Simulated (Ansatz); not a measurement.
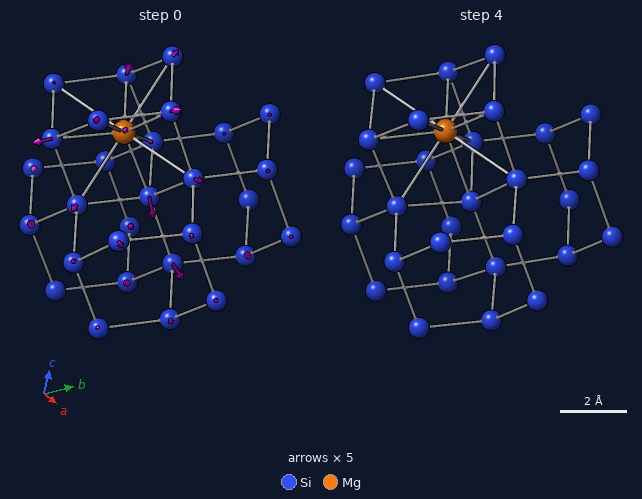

The structure of a defect cell of composition Si$_{128}$Mg before (left) and after (right) a relaxation, at one scale. The purple arrows give the displacements, 5 times their true length.

A ball-and-stick model of the atoms within 5.0 Å of the atom that moves most (axes of the cell of the calculation (origin shifted)), seen slightly off an axis.

The atoms of the start lie slightly off their symmetric places, so part of the fall in energy undoes that.

The calculation used Ansatz, DFT, PBEsol, PAW, plane waves. Settings: plane-wave cutoff 420 eV; k-point mesh 1 × 1 × 1; mesh shifted by (0.25, 0.25, 0.25); collinear spin; atoms relaxed in a fixed cell; force threshold 0.03 eV/Å; at most 80 steps.

Question: Summarise the run.

Answer: After 4 geometry steps the energy has fallen by 1.555 eV per cell of the calculation. The largest force component goes from 1.3 to 0.022 eV/Å. The largest moves, 0.15 Å, are those of Si atoms. Largest moves by element: Si 0.15 Å, Mg 0.04 Å. The cell stays as it was. Near-neighbour distances that change, for instance: Mg–Si 2.319 → 2.495 Å, Mg–Si 2.342 → 2.497 Å, Mg–Si 2.393 → 2.496 Å, Mg–Si 2.651 → 2.746 Å. Among the angles between lasting bonds that change: Si–Si–Si 108.7° → 114.6°, Si–Si–Si 110.2° → 114.7°, Si–Si–Si 112.0° → 107.9°. The program noted that the starting moments weren't kept.
